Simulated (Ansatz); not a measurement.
**BN: a changed input and its effect**

System: BN (P2₁, 4 atoms in the cell).
Method of run 1: Kohn-Sham DFT of a periodic cell, PBE, Ansatz PAW, no spin polarisation (Ansatz 0.2.0).

The structure derives from a Materials Project entry. Text and figures count atoms from 1; the logs count them from 0 in places.

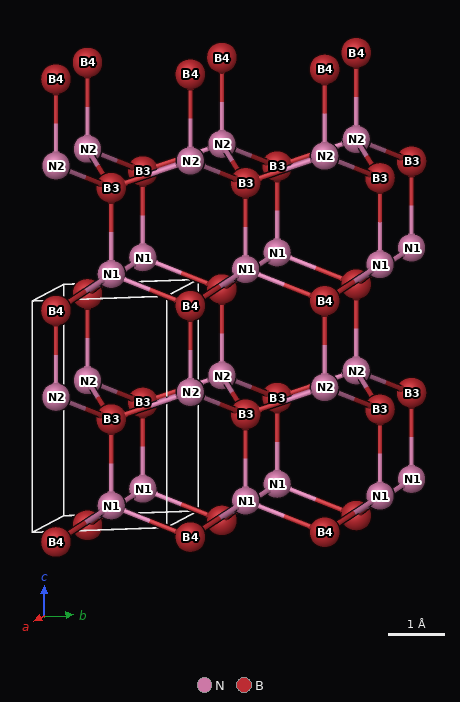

Fig. 1: The structure (ball-and-stick view of the cell of the calculation, repeated 2 × 3 × 2, seen slightly off an axis; atoms are numbered from 1 in the order of the input). An atom can appear more than once, as a periodic image.

### The input, run 1
```yaml
crystal:
  lattice:
    - [2.5539396017, 0.012769698, 0.0]
    - [-1.265910918, 2.2053917258, 0.0]
    - [0.0, 0.0, 4.226855]
  atoms:
    - { symbol: "N", position: [0.3333333333, 0.6666666667, 0.125276] }
    - { symbol: "N", position: [0.6666666667, 0.3333333333, 0.625276] }
    - { symbol: B, position: [0.3333333333, 0.6666666667, 0.499724] }
    - { symbol: B, position: [0.6666666667, 0.3333333333, 0.999724] }
hamiltonian:
  xc: pbe
  pseudopotentials: { kind: paw }
kpoints:
  mp_grid: { grid: [9, 9, 5] }
scf:
  occupations: { method: fermi_dirac, width: 0.05 }
output:
  forces: true
  stress: true
  eigenvalues: true
```

Launched with:
```bash
ansatz run input.yaml --threads 2 --pin off --max-ram 5632MiB --backend cpu --events-out ev --progress --plain --runs-dir out
```

Hardware: 2 threads of Intel Xeon @ 2.50GHz (Skylake/Cascade Lake), 96 GiB of memory available, shared host.

### Output, shortened to warnings, some set-up lines, iterations and results (run 1)
```
Basis set: ecut = 420 eV, 465 PW (Γ), exchange–correlation on 36×36×60 points (8 copies of the dense FFT grid, shifted against one another)
Symmetry: 2 space group operations
k-points: 123 of 405 (time reversal used)
Initial density: superposition of atomic densities (neutral atoms: chi_scale 0, normalization atom), corrected by the library's trained network
[...]
SCF iter   1: F=—  HF=-1084.479430 eV  |F-HF|=—  |Δ(HF+E_count)|=         —  Δρ=2.71e-3  dr2=9.06e-4  ethr=1.77e-3  ⟨swp⟩=5.4  Hψ=7847  notcnv=0
SCF iter   2: F=—  HF=-1084.479583 eV  |F-HF|=—  |Δ(HF+E_count)|=   1.52e-4  Δρ=9.71e-4  dr2=1.10e-4  ethr=5.66e-6  ⟨swp⟩=2.3  Hψ=3393  notcnv=0
SCF iter   3: F=—  HF=-1084.479687 eV  |F-HF|=—  |Δ(HF+E_count)|=   1.04e-4  Δρ=4.78e-4  dr2=1.62e-5  ethr=6.86e-7  ⟨swp⟩=2.9  Hψ=2659  notcnv=0
SCF iter   4: F=—  HF=-1084.479738 eV  |F-HF|=—  |Δ(HF+E_count)|=   5.12e-5  Δρ=9.80e-5  dr2=7.22e-7  ethr=1.01e-7  ⟨swp⟩=2.3  Hψ=2384  notcnv=0
SCF iter   5: F=-1084.479740 eV  HF=-1084.479740 eV  |F-HF|=3.29e-8  |Δ(HF+E_count)|=   2.43e-6  Δρ=1.16e-5  dr2=9.84e-9  ethr=4.51e-9  ⟨swp⟩=2.1  Hψ=2442  notcnv=0
SCF iter   6: F=-1084.479740 eV  HF=-1084.479740 eV  |F-HF|=1.91e-10  |Δ(HF+E_count)|=   3.58e-8  Δρ=9.36e-7  dr2=8.42e-11  ethr=6.15e-11  ⟨swp⟩=1.4  Hψ=4458  notcnv=0
SCF 1 converged in 6 iterations: F = -1084.479740 eV  dr2 = 8.42e-11
SCF converged after 6 iterations
Free energy (F): -1084.479740 eV
Harris-Foulkes:  -1084.479740 eV  (|F-HF|=1.91e-10)
Internal energy: -1084.479740 eV  (E = F + TS)
E sigma→0 (E₀):  -1084.479740 eV
Fermi energy:    13.780067 eV
--- Per-component energies (eV) ---
  E_band       = 51.042801
  E_kinetic    = 370.146715
  E_local      = -354.563636  (includes V_loc(G=0)·N_el)
  E_nonlocal   = 113.042360
  E_hartree    = 99.656030
  E_xc         = -186.643662
  E_vxc        = -232.135397  (∫ρ·V_xc dr)
  E_paw        = -412.786691  (= ΣΔE_a)
  E_vpaw       = -44.759515  (= ΣTr[D̂ρ^β])
  E_aug_tail   = 0.000204  (compensation charges beyond the density's cutoff)
  E_ewald      = -713.331061
  E_smearing   = -0.000000  (= −TS)
  E_closure    = -0.000000  (closes the sum)
  Σ components = -1084.479740   (vs F -1084.479740, Δ=0.00e0)
--- Forces (eV/Å), atoms counted from 1 ---
  atom   1  N     -0.04252301     0.00195785    -0.01554127
  atom   2  N      0.04252301    -0.00195785    -0.01554127
  atom   3  B     -0.01880668     0.00191322     0.01554009
  atom   4  B      0.01880668    -0.00191322     0.01554009
  max |Σ_I F_I| component: 2.36e-6 eV/Å
--- Stress (GPa, compression-positive) ---
        0.231243      -4.066687       0.000000
       -4.066685       0.258343       0.000000
        0.000000       0.000000      -0.521284
  P = ⅓ Tr σ = -0.0106 GPa (-0.106 kbar)
```

The input of run 2 differs as follows (lines with − go, lines with + come):
```diff
-    - [2.5539396017, 0.012769698, 0.0]
-    - [-1.265910918, 2.2053917258, 0.0]
+    - [2.5539396017, 0.025539396, 0.0]
+    - [-1.2548520352, 2.1990068768, 0.0]
```

What does this change do to the results?

With the same functional and potentials, run 2 lies 2.3 meV per atom higher. The largest force goes from 0.045 to 0.086 eV/Å. The number of SCF iterations is the same.

### Output, shortened to warnings, some set-up lines, iterations and results (run 2)
```
Basis set: ecut = 420 eV, 465 PW (Γ), exchange–correlation on 36×36×60 points (8 copies of the dense FFT grid, shifted against one another)
Symmetry: 2 space group operations
k-points: 123 of 405 (time reversal used)
Initial density: superposition of atomic densities (neutral atoms: chi_scale 0, normalization atom), corrected by the library's trained network
[...]
SCF iter   1: F=—  HF=-1084.470307 eV  |F-HF|=—  |Δ(HF+E_count)|=         —  Δρ=2.73e-3  dr2=9.17e-4  ethr=1.77e-3  ⟨swp⟩=5.4  Hψ=7837  notcnv=0
SCF iter   2: F=—  HF=-1084.470458 eV  |F-HF|=—  |Δ(HF+E_count)|=   1.50e-4  Δρ=9.81e-4  dr2=1.11e-4  ethr=5.73e-6  ⟨swp⟩=2.3  Hψ=3384  notcnv=0
SCF iter   3: F=—  HF=-1084.470562 eV  |F-HF|=—  |Δ(HF+E_count)|=   1.05e-4  Δρ=4.82e-4  dr2=1.64e-5  ethr=6.97e-7  ⟨swp⟩=2.9  Hψ=2663  notcnv=0
SCF iter   4: F=—  HF=-1084.470613 eV  |F-HF|=—  |Δ(HF+E_count)|=   5.06e-5  Δρ=9.89e-5  dr2=7.30e-7  ethr=1.03e-7  ⟨swp⟩=2.3  Hψ=2380  notcnv=0
SCF iter   5: F=-1084.470615 eV  HF=-1084.470615 eV  |F-HF|=3.36e-8  |Δ(HF+E_count)|=   2.46e-6  Δρ=1.17e-5  dr2=1.00e-8  ethr=4.56e-9  ⟨swp⟩=2.1  Hψ=2440  notcnv=0
SCF iter   6: F=-1084.470615 eV  HF=-1084.470615 eV  |F-HF|=1.93e-10  |Δ(HF+E_count)|=   3.66e-8  Δρ=9.42e-7  dr2=8.51e-11  ethr=6.26e-11  ⟨swp⟩=1.4  Hψ=4469  notcnv=0
SCF 1 converged in 6 iterations: F = -1084.470615 eV  dr2 = 8.51e-11
SCF converged after 6 iterations
Free energy (F): -1084.470615 eV
Harris-Foulkes:  -1084.470615 eV  (|F-HF|=1.93e-10)
Internal energy: -1084.470615 eV  (E = F + TS)
E sigma→0 (E₀):  -1084.470615 eV
Fermi energy:    13.791794 eV
--- Per-component energies (eV) ---
  E_band       = 51.063553
  E_kinetic    = 370.166019
  E_local      = -354.589740  (includes V_loc(G=0)·N_el)
  E_nonlocal   = 113.048238
  E_hartree    = 99.669996
  E_xc         = -186.646613
  E_vxc        = -232.139228  (∫ρ·V_xc dr)
  E_paw        = -412.788811  (= ΣΔE_a)
  E_vpaw       = -44.761944  (= ΣTr[D̂ρ^β])
  E_aug_tail   = 0.000204  (compensation charges beyond the density's cutoff)
  E_ewald      = -713.329909
  E_smearing   = -0.000000  (= −TS)
  E_closure    = 0.000000  (closes the sum)
  Σ components = -1084.470615   (vs F -1084.470615, Δ=0.00e0)
--- Forces (eV/Å), atoms counted from 1 ---
  atom   1  N     -0.08504946     0.00778782    -0.01231729
  atom   2  N      0.08504946    -0.00778782    -0.01231729
  atom   3  B     -0.03761406     0.00760904     0.01231606
  atom   4  B      0.03761406    -0.00760904     0.01231606
  max |Σ_I F_I| component: 2.45e-6 eV/Å
--- Stress (GPa, compression-positive) ---
        0.344125      -8.136521       0.000000
       -8.136517       0.449082       0.000000
        0.000000       0.000000      -0.522597
  P = ⅓ Tr σ = 0.0902 GPa (0.902 kbar)
```

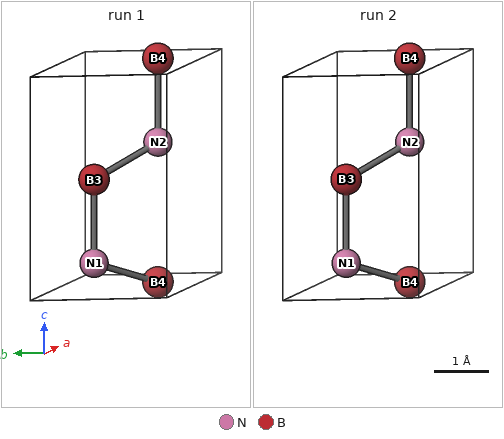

Fig. 2: The two input geometries at one scale (ball-and-stick view of the cell of the calculation, seen at an oblique angle). No atom moves by more than 0.005 Å relative to the cell. The drawn cell changes at constant volume: a stays at 2.554 Å, b 2.543 → 2.532 Å (−0.4 %), c stays at 4.227 Å, γ 119.6° → 119.1°. Among the contacts that change: N1–B4 1.573 → 1.579 Å.

### The two runs side by side

| quantity | run 1 | run 2 |
| --- | --- | --- |
| outcome | converged | converged |
| free energy per atom (eV) | −271.1199 | −271.1177 |
| gap on the mesh (eV) | 5.18 | 5.15 |
| pressure (GPa) | −0.01 | 0.09 |
| largest force (eV/Å) | 0.045 | 0.086 |
| SCF iterations | 6 | 6 |
| irreducible k-points | 123 | 123 |
| plane waves at Γ | 465 | 465 |
| wall time (shared host) | 1.7 s | 1.7 s |
